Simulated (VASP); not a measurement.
System: Pt, space group Im-3m (No. 229).

The given structure:
```
Pt
1.0
    -1.58422    1.58422    1.58422
     1.58422   -1.58422    1.58422
     1.58422    1.58422   -1.58422
Pt
1
Direct
  0.00000 0.00000 0.00000
```

Calculation (VASP 6.6.1): plane-wave DFT, no spin polarisation; energies at scaled volumes of the given cell, shape and fractions fixed, counted from the fit's minimum, third-order Birch-Murnaghan fit. Level: PBEsol.

- k mesh: 12×12×12
- occupations: Fermi–Dirac
- smearing width: 0.05 eV
- potentials: VASP PAW PBE potentials, recommended
- wave cutoff: 520 eV

What does the calculation give for the energy and pressure against volume? The volume takes the values 14.95, 15.27, 15.59, 15.90, 16.22, 16.54, 16.86 Å³/atom.

A third-order Birch–Murnaghan fit gives V0 = 15.18 Å³/atom, B0 = 279 GPa and B′ = 5.4. The energy is 3 meV/atom at volume 14.95 Å³/atom and 129 meV/atom at 16.86 Å³/atom; the lowest computed point is at volume 15.27 Å³/atom (0 meV/atom). The pressure falls from 4.33 GPa at volume 14.95 Å³/atom to −22.13 GPa at 16.86 Å³/atom, and changes sign near 15.18 Å³/atom.

| volume (Å³/atom) | energy (meV/atom) | pressure (GPa) |
| --- | --- | --- |
| 14.95 | 3 | 4.33 |
| 15.27 | 0 | −1.69 |
| 15.59 | 9 | −6.97 |
| 15.90 | 27 | −11.57 |
| 16.22 | 54 | −15.59 |
| 16.54 | 88 | −19.09 |
| 16.86 | 129 | −22.13 |

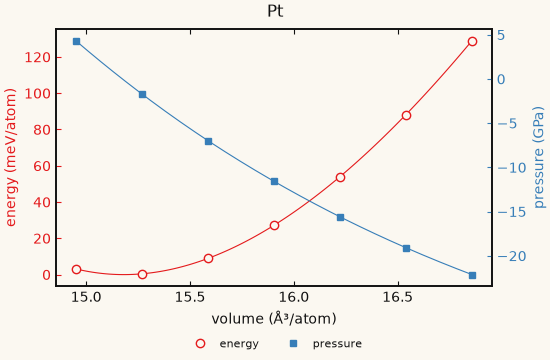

Caveats: spin-orbit coupling left out, heavy elements.
